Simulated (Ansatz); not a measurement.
Given this structure, the input geometry of an electronic-structure calculation (not necessarily at equilibrium); the starting structure was generated, so it need not be a known form of this composition, written in its standard cell:

```yaml
crystal:
  lattice:
    - [6.00467, 0.00000, 0.00000]
    - [0.00000, 6.00467, 0.00000]
    - [0.00000, 0.00000, 6.00467]
  atoms:
    - { symbol: Ta, position: [0.75000, 0.75000, 0.75000] }
    - { symbol: Ta, position: [0.00000, 0.50000, 0.00000] }
    - { symbol: Ta, position: [0.75000, 0.25000, 0.25000] }
    - { symbol: Ta, position: [0.00000, 0.00000, 0.50000] }
    - { symbol: Ta, position: [0.25000, 0.75000, 0.25000] }
    - { symbol: Ta, position: [0.50000, 0.50000, 0.50000] }
    - { symbol: Ta, position: [0.25000, 0.25000, 0.75000] }
    - { symbol: Ta, position: [0.50000, 0.00000, 0.00000] }
```

What does the kinematic electron diffraction pattern along [110] look like at 200 kV (B = 0.5 Å²)?

The spots form a centred rectangular net with both shortest vectors at d = 3.47 Å, 70.5° apart. They are -1 1 -1 and -1 1 1. The pattern has symmetry 2mm. The lattice centring (F) removes all reflections that break h + k = 2n, h + l = 2n; a screw axis and a glide plane both extinguish reflections such as 0 0 2; reflections such as 2 -2 -2, 2 -2 2, 4 -4 -2 are allowed by the space group but vanish because the atoms sit on special positions.

Strongest reflections with d > 1.07 Å, one of each family (|F|² from tabulated Gaussian fits of the electron scattering factors, times a small damping for the curvature of the Ewald sphere):

```
   hkl  d (Å)  I (strongest = 100)
1 -1 1  3.467                  100
2 -2 0  2.123                   96
 0 0 4  1.501                   49
1 -1 3  1.810                   36
2 -2 4  1.226                   31
3 -3 1  1.378                   20
```

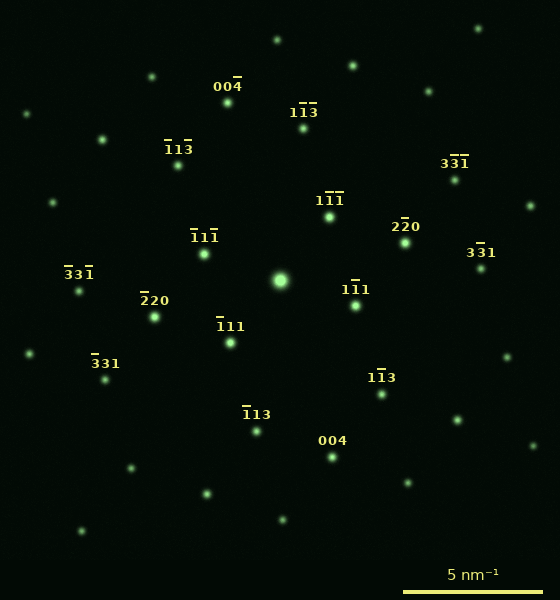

Calculated pattern, seen from the source side with [110] pointing towards the source.
